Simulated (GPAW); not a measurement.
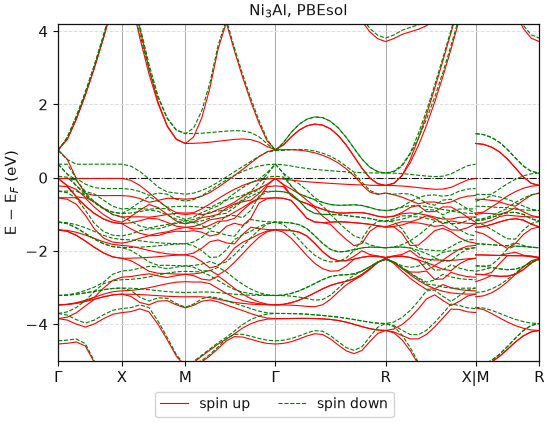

Band structure. Energies are counted from the Fermi level.

**What lattice type does the k path imply?**

A simple cubic lattice: the path Γ–X–M–Γ–R–X|M–R runs through the special points of its Brillouin zone.

System: Ni3Al, space group Pm-3m, 4 atoms in the cell; cubic a = 3.523 Å.

Computed with GPAW: PBEsol, PAW data sets generated in the run's folder for this functional, collinear spin, ferromagnetic start, no spin-orbit coupling, 6×6×6 k mesh, 600 eV cutoff, Fermi-Dirac smearing of 0.05 eV.

**Does this material conduct, going by its bands?**

A metal: bands cross the Fermi level along this path.

**On which lines of the path do bands cross the Fermi level?**

Bands cross the Fermi level on every line of the path.

The run ends ferromagnetic, with 0.66 μB a cell. The magnetic state is the one that this start led to; another may lie lower. The k mesh is thin for a metal, so its Fermi level is uncertain. The cell is a database's computed one. Bands are joined in order of energy, so crossings between the computed points show as kinks or gaps.
